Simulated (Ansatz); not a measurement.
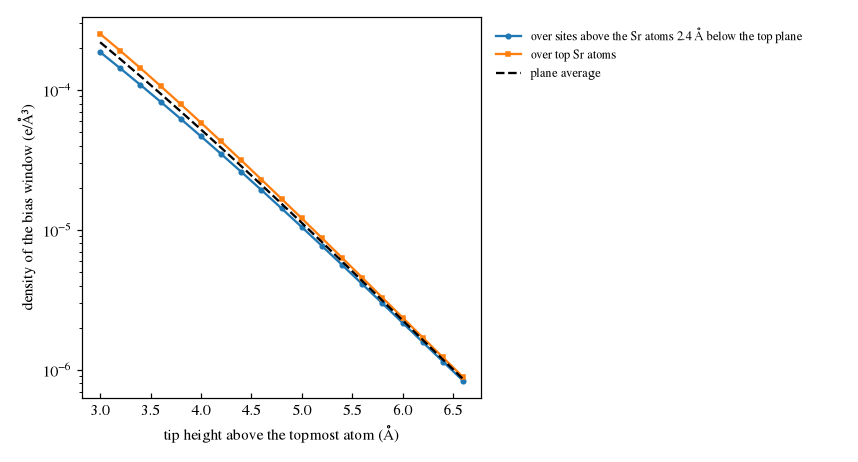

Approach curves over Sr(100) (Im-3m bulk, 5 atomic planes (those closer than 0.6 Å count as one), 9 Å) at a sample bias of −0.25 V.

The STM signal is simulated in the Tersoff–Hamann approximation. Bias windows are sharp sums over the levels of the k mesh.

These are results of DFT PBE, scalar-relativistic, plane waves, PAW in Ansatz 0.2.0, not measurements. Cutoff 420 eV, 18 × 18 k-points, Gaussian smearing 0.1 eV, dipole correction. The slab is a cut without reconstruction beyond its cell, at the source's lattice constants, with its lower half held fixed and the rest relaxed. Relaxation changes the spacing of inner planes by up to 7 %, all the same way; the held half keeps the source's spacing. This isn't the element's usual fcc form. No spin polarisation. The run warns that the functional's potential is rough in the thin density of the vacuum, where the tip is; weak contrasts and barriers may feel it.

### How fast does the current decay, and what apparent barrier height does that imply?

Near 4 Å the plane average falls as exp(−1.49 z/Å), a factor of 4.4 per ångström, which gives an apparent barrier of 2.1 eV (0.952 eV Å² times the slope squared). The vacuum level lies 2.50 eV above zero bias. The curve is still bending at 4 Å, since the potential hasn't yet risen to the vacuum level: further out the slope reaches 1.61 per Å, an apparent barrier of 2.5 eV. That far value is close to 2.50 eV.
